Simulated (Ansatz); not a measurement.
**What a change does: single-point calculation on AlGaN**

System: AlGaN (P4/mmm, 3 atoms in the cell).
Method of run A: DFT PBE, scalar-relativistic, plane waves, PAW, spin-polarised (Ansatz 0.2.0).

The structure was made by a generator, so it may or may not be a known phase. Text and figures count atoms from 1; the logs count them from 0 in places.

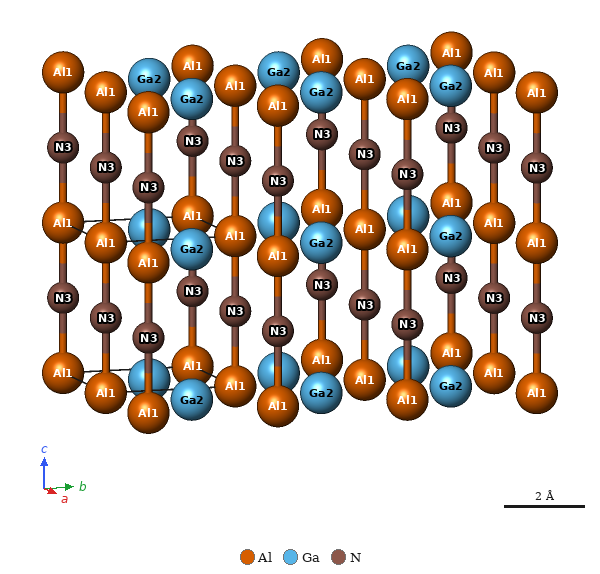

The structure (ball-and-stick view of the cell of the calculation, repeated 2 × 3 × 2, seen slightly off an axis; atoms are numbered from 1 in the order of the input). An atom can appear more than once, as a periodic image.

### Input, run A
```yaml
crystal:
  lattice:
    - [3.44636033, 0.0, 0.0]
    - [0.0, 3.44636033, 0.0]
    - [0.0, 0.0, 3.8449207]
  atoms:
    - { symbol: Al, position: [0.0, 0.0, 0.0] }
    - { symbol: Ga, position: [0.5, 0.5, 0.0] }
    - { symbol: "N", position: [0.0, 0.0, 0.5], spin: 1.0 }
basis:
  ecutwfc: 420
kpoints:
  mp_grid: { grid: [6, 6, 4] }
hamiltonian:
  xc: pbe
scf:
  occupations: { method: gaussian, width: 0.1 }
  lower_state_search: "off"
output:
  forces: true
  stress: true
  eigenvalues: true
  populations: true
magnetization:
  spin_polarized: true
```

Command:
```bash
ansatz run input.yaml --threads 1 --pin off --max-ram 2560MiB --backend cpu --events-out ev --progress --plain --runs-dir out
```

Hardware: 1 thread of Intel Xeon @ 2.50GHz (Skylake/Cascade Lake), 189 GiB of memory available, shared host.

### Output, shortened to warnings, some set-up lines, iterations and results (run A)
```
WARN: the starting moments were not kept: the SCF closed with an absolute magnetisation of 5.3e-5 μB, where they sum to 1 μB in size (1 site). That is at most 0.1 of that sum. Measured as dr2_m measures the in/out step, that magnetisation stands 1.3e-9 eV from none, at or under the dr2_threshold of 1.0e-7 eV: it is no larger than a step whose dr2_m would equal this threshold. The system may hold …
Basis set: ecut = 420 eV, 913 PW (Γ), exchange–correlation on 48×48×54 points (8 copies of the dense FFT grid, shifted against one another)
Symmetry: 16 space group operations
k-points: 30 of 144
Initial density: superposition of atomic densities (chi_scale 0.1, normalization cell, long waves kept (reshape's long-wave potential 0.03 eV rms))
[...]
SCF iter   1: F=—  HF=-4702.414254 eV  |F-HF|=—  |Δ(HF+E_count)|=         —  Δρ=3.22e-2 (↑1.90e-2 ↓3.22e-2)  dr2=9.20e-1  dr2_m=7.41e-2  M=0.632 μB ∫|m|=0.668 μB  β_m=0.30  …
SCF iter   2: F=—  HF=-4702.329849 eV  |F-HF|=—  |Δ(HF+E_count)|=   8.44e-2  Δρ=2.11e-2 (↑1.59e-2 ↓2.11e-2)  dr2=4.08e-1  dr2_m=4.07e-2  M=0.632 μB ∫|m|=0.661 μB  β_m=0.30  …
SCF iter   3: F=—  HF=-4702.245995 eV  |F-HF|=—  |Δ(HF+E_count)|=   8.39e-2  Δρ=1.55e-2 (↑7.63e-3 ↓1.55e-2)  dr2=1.62e-1  dr2_m=3.98e-2  M=0.541 μB ∫|m|=0.576 μB  β_m=0.30  …
SCF iter   4: F=—  HF=-4702.230478 eV  |F-HF|=—  |Δ(HF+E_count)|=   1.55e-2  Δρ=9.34e-3 (↑9.34e-3 ↓6.04e-3)  dr2=1.10e-2  dr2_m=2.11e-2  M=0.537 μB ∫|m|=0.569 μB  β_m=0.30  …
SCF iter   5: F=—  HF=-4702.238483 eV  |F-HF|=—  |Δ(HF+E_count)|=   8.00e-3  Δρ=7.20e-3 (↑6.29e-3 ↓7.20e-3)  dr2=4.15e-3  dr2_m=1.81e-2  M=0.490 μB ∫|m|=0.523 μB  β_m=0.30  …
[... 17 lines ...]
SCF iter  23: F=-4702.271877 eV  HF=-4702.271877 eV  |F-HF|=3.03e-8  |Δ(HF+E_count)|=   1.33e-6  Δρ=8.67e-6 (↑7.81e-6 ↓8.67e-6)  dr2=4.35e-9  dr2_m=2.71e-8  M=0.003 μB …
SCF iter  24: F=-4702.271877 eV  HF=-4702.271877 eV  |F-HF|=6.78e-10  |Δ(HF+E_count)|=   1.96e-7  Δρ=8.04e-7 (↑7.52e-7 ↓8.04e-7)  dr2=1.84e-10  dr2_m=2.16e-10  M=0.000 μB …
SCF iter  25: F=-4702.271877 eV  HF=-4702.271877 eV  |F-HF|=5.82e-11  |Δ(HF+E_count)|=  7.28e-11  Δρ=5.17e-7 (↑4.91e-7 ↓5.17e-7)  dr2=1.20e-11  dr2_m=1.04e-10  M=-0.000 μB …
SCF iter  26: F=-4702.271877 eV  HF=-4702.271877 eV  |F-HF|=1.82e-12  |Δ(HF+E_count)|=  8.59e-10  Δρ=1.32e-7 (↑1.32e-7 ↓1.24e-7)  dr2=1.14e-12  dr2_m=6.68e-12  M=-0.000 μB …
SCF 1 converged in 26 iterations: F = -4702.271877 eV  dr2 = 1.14e-12
SCF converged after 26 iterations
Magnetization: -0.0001 μB (10.5000 up, 10.5000 down)
Absolute magnetization: 0.0001 μB (∫|ρ↑−ρ↓|, with the PAW one-centre terms)
Spin contamination: 0.0000 ħ² per cell (⟨S²⟩ above its minimum at these occupations)
Per-site moments (μB) at R_I (Å): [(-7.898925671855187e-7, 0.793014894375), (-2.0972997282275542e-6, 1.0052397133990647), (-3.233083318298003e-5, 0.793014894375)]
Free energy (F): -4702.271877 eV
Harris-Foulkes:  -4702.271877 eV  (|F-HF|=1.82e-12)
Internal energy: -4702.260027 eV  (E = F + TS)
E sigma→0 (E₀):  -4702.265952 eV
Entropy (-TS):   -0.011851 eV (-3.950 meV/atom)
Fermi energy:    6.888155 eV
--- Per-component energies (eV) ---
  E_band       = -61.839914
  E_kinetic    = 265.560612
  E_local      = -2257.359225  (includes V_loc(G=0)·N_el)
  E_nonlocal   = 476.867369
  E_hartree    = 1019.361699
  E_xc         = -168.971481
  E_vxc        = -162.922526  (∫ρ·V_xc dr)
  E_paw        = -2576.753786  (= ΣΔE_a)
  E_vpaw       = -422.709553  (= ΣTr[D̂ρ^β])
  E_aug_tail   = -0.000004  (compensation charges beyond the density's cutoff)
  E_ewald      = -1460.965209
  E_smearing   = -0.011851  (= −TS)
  E_closure    = -0.000000  (closes the sum)
  Σ components = -4702.271877   (vs F -4702.271877, Δ=0.00e0)
--- Forces (eV/Å), atoms counted from 1 ---
  atom   1  Al    -0.00000000     0.00000000     0.00000000
  atom   2  Ga     0.00000000    -0.00000000     0.00000000
  atom   3  N     -0.00000000     0.00000000     0.00000000
  max |Σ_I F_I| component: 2.67e-29 eV/Å
--- Stress (GPa, compression-positive) ---
       20.316272       0.000000       0.000000
        0.000000      20.316272       0.000000
        0.000000       0.000000     -28.349191
  P = ⅓ Tr σ = 4.0945 GPa (40.945 kbar)
--- Löwdin populations: 3 sites ---
  site symbol       q [e]    m [muB]
     0     Al      2.3701     0.0000
     1     Ga     12.8289    -0.0000
     2      N      5.6576    -0.0000
  spilling = 0.006828 (of n_electrons = 21.000000)
```

For run B the input was changed thus:
```diff
-    - { symbol: "N", position: [0.0, 0.0, 0.5], spin: 1.0 }
+    - { symbol: "N", position: [0.0, 0.0, 0.5] }
-  populations: true
-magnetization:
-  spin_polarized: true
```

Predict how the results change.

The energy is the same within 0.01 meV per atom. The SCF takes 7 iterations against 26. On the same kind of shared host run B took about 0.24 times as long. The two runs start from different initial densities, which also moves the count.

### Output, shortened to warnings, some set-up lines, iterations and results (run B)
```
Basis set: ecut = 420 eV, 913 PW (Γ), exchange–correlation on 48×48×54 points (8 copies of the dense FFT grid, shifted against one another)
Symmetry: 16 space group operations
k-points: 30 of 144
Initial density: superposition of atomic densities (neutral atoms: chi_scale 0, normalization atom), corrected by the library's trained network
[...]
SCF iter   1: F=—  HF=-4702.309437 eV  |F-HF|=—  |Δ(HF+E_count)|=         —  Δρ=1.56e-2  dr2=2.10e-1  ethr=1.77e-3  ⟨swp⟩=5.6  Hψ=2535  notcnv=0
SCF iter   2: F=—  HF=-4702.293534 eV  |F-HF|=—  |Δ(HF+E_count)|=   1.59e-2  Δρ=1.16e-2  dr2=1.27e-1  ethr=1.00e-3  ⟨swp⟩=1.0  Hψ=690  notcnv=0
SCF iter   3: F=—  HF=-4702.276153 eV  |F-HF|=—  |Δ(HF+E_count)|=   1.74e-2  Δρ=4.41e-3  dr2=7.67e-3  ethr=6.05e-4  ⟨swp⟩=3.0  Hψ=849  notcnv=0
SCF iter   4: F=—  HF=-4702.271831 eV  |F-HF|=—  |Δ(HF+E_count)|=   4.32e-3  Δρ=1.70e-3  dr2=4.14e-4  ethr=3.65e-5  ⟨swp⟩=2.0  Hψ=902  notcnv=0
SCF iter   5: F=—  HF=-4702.272054 eV  |F-HF|=—  |Δ(HF+E_count)|=   2.23e-4  Δρ=4.85e-4  dr2=4.28e-5  ethr=1.97e-6  ⟨swp⟩=2.2  Hψ=733  notcnv=0
SCF iter   6: F=—  HF=-4702.271875 eV  |F-HF|=—  |Δ(HF+E_count)|=   1.79e-4  Δρ=9.27e-5  dr2=1.77e-6  ethr=2.04e-7  ⟨swp⟩=2.0  Hψ=724  notcnv=0
SCF iter   7: F=-4702.271877 eV  HF=-4702.271877 eV  |F-HF|=9.65e-9  |Δ(HF+E_count)|=   1.78e-6  Δρ=1.03e-5  dr2=2.99e-8  ethr=4.76e-10  ⟨swp⟩=4.4  Hψ=2047  notcnv=0
SCF 1 converged in 7 iterations: F = -4702.271877 eV  dr2 = 2.99e-8
SCF converged after 7 iterations
Free energy (F): -4702.271877 eV
Harris-Foulkes:  -4702.271877 eV  (|F-HF|=9.65e-9)
Internal energy: -4702.260027 eV  (E = F + TS)
E sigma→0 (E₀):  -4702.265952 eV
Entropy (-TS):   -0.011851 eV (-3.950 meV/atom)
Fermi energy:    6.888154 eV
--- Per-component energies (eV) ---
  E_band       = -61.836905
  E_kinetic    = 265.560492
  E_local      = -2257.355029  (includes V_loc(G=0)·N_el)
  E_nonlocal   = 476.867548
  E_hartree    = 1019.358156
  E_xc         = -168.971445
  E_vxc        = -162.922503  (∫ρ·V_xc dr)
  E_paw        = -2576.754535  (= ΣΔE_a)
  E_vpaw       = -422.712976  (= ΣTr[D̂ρ^β])
  E_aug_tail   = -0.000004  (compensation charges beyond the density's cutoff)
  E_ewald      = -1460.965209
  E_smearing   = -0.011851  (= −TS)
  E_closure    = 0.000000  (closes the sum)
  Σ components = -4702.271877   (vs F -4702.271877, Δ=0.00e0)
--- Forces (eV/Å), atoms counted from 1 ---
  atom   1  Al    -0.00000000     0.00000000     0.00000000
  atom   2  Ga     0.00000000    -0.00000000     0.00000000
  atom   3  N      0.00000000     0.00000000     0.00000000
  max |Σ_I F_I| component: 2.73e-29 eV/Å
--- Stress (GPa, compression-positive) ---
       20.315808       0.000000       0.000000
        0.000000      20.315808       0.000000
        0.000000       0.000000     -28.348716
  P = ⅓ Tr σ = 4.0943 GPa (40.943 kbar)
```

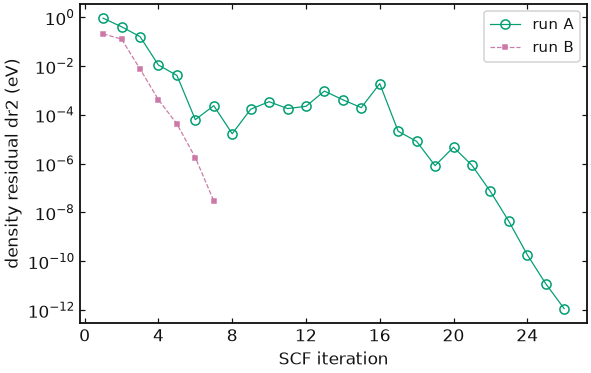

Convergence of the two runs: density residual dr2 against the SCF iteration. Run A takes 26 iterations in all, and run B takes 7.

### The two runs side by side

```tsv
quantity	run A	run B
outcome	converged	converged
free energy per atom (eV)	−1567.4240	−1567.4240
energy per atom, smearing taken to zero (eV)	−1567.4220	−1567.4220
gap on the mesh (eV)	0.00	0.00
net moment of the cell (μB)	0.00	–
absolute moment of the cell (μB)	0.00	–
pressure (GPa)	4.09	4.09
largest force (eV/Å)	0.000	0.000
SCF iterations	26	7
irreducible k-points	30	30
plane waves at Γ	913	913
wall time (shared host)	13 s	3.3 s
```

For run A: Warnings: some starting moments were not kept. For run B: The cell holds an odd number of electrons but the run has no spin polarisation, so a band is left half filled.
